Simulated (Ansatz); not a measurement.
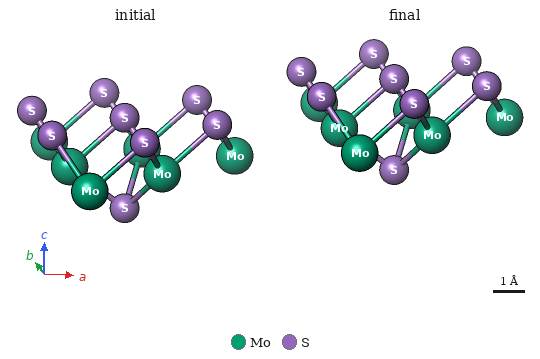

The structure of crystalline MoS₂ (set up in P-1) before (left) and after (right) a relaxation, at one scale.

Style: ball-and-stick. Shown: the atoms within 4.2 Å of the atom that moves most (axes of the 2 × 3 repeat of the cell, outlined in the plane, without the vacuum), slightly off an axis.

The run lets the atoms move in a fixed cell, from this start: strain = 0.04. The cell is held at a strain of 4.0 % (one member of a series).

Computed with Kohn-Sham DFT of a periodic cell, PBE, Ansatz PAW (Ansatz).

Input file:
```yaml
crystal:
  lattice:
    - [3.1837189491, 0.063674379, 0.0]
    - [-1.5367158447, 2.7253442989, 0.0]
    - [0.0, 0.0, 34.47923848]
  atoms:
    - { symbol: Mo, position: [0.3333333333, 0.6666666667, 0.09355563] }
    - { symbol: Mo, position: [0.3333333333, 0.6666666667, 0.72090303] }
    - { symbol: Mo, position: [0.6666666667, 0.3333333333, 0.27909697] }
    - { symbol: Mo, position: [0.6666666667, 0.3333333333, 0.90644437] }
    - { symbol: S, position: [0.6666666667, 0.3333333333, 0.0485463] }
    - { symbol: S, position: [0.6666666667, 0.3333333333, 0.67591175] }
    - { symbol: S, position: [0.3333333333, 0.6666666667, 0.23408966] }
    - { symbol: S, position: [0.3333333333, 0.6666666667, 0.86143131] }
    - { symbol: S, position: [0.6666666667, 0.3333333333, 0.13856869] }
    - { symbol: S, position: [0.6666666667, 0.3333333333, 0.76591034] }
    - { symbol: S, position: [0.3333333333, 0.6666666667, 0.32408825] }
    - { symbol: S, position: [0.3333333333, 0.6666666667, 0.9514537] }
hamiltonian:
  xc: pbe
  pseudopotentials: { kind: paw }
kpoints:
  mp_grid: { grid: [7, 7, 1] }
scf:
  occupations: { method: fermi_dirac, width: 0.05 }
output:
  forces: true
  stress: true
  eigenvalues: true
relax:
  f_tol: 0.01
  max_steps: 40
```

Command:
```bash
ansatz run input.yaml --threads 4 --pin off --max-ram 11264MiB --backend cpu --events-out ev --progress --plain --runs-dir out
```

> Describe what moved and what it gained.

The largest moves relative to the layer's centre, 1.33 Å, are those of Mo and S atoms. By element the largest moves are S 1.33 Å, Mo 1.32 Å. The cell stays as it was. Near-neighbour distances that change, for instance: Mo–S 2.381 → 2.397 Å, Mo–S 2.406 → 2.412 Å. The space group stays P-1 (No. 2). Over 7 accepted moves (8 points after the start) the energy falls by 69.8 meV per cell of the calculation. The largest force component goes from 0.26 to 0.0011 eV/Å. 1 step only repeated the SCF at the same geometry. The run took 79 s on 4 threads of Arm Neoverse V2, on a shared host, peak memory 1 GiB.

Limits of the set-up: layers or molecules are held without a dispersion correction, so their spacing is unreliable.
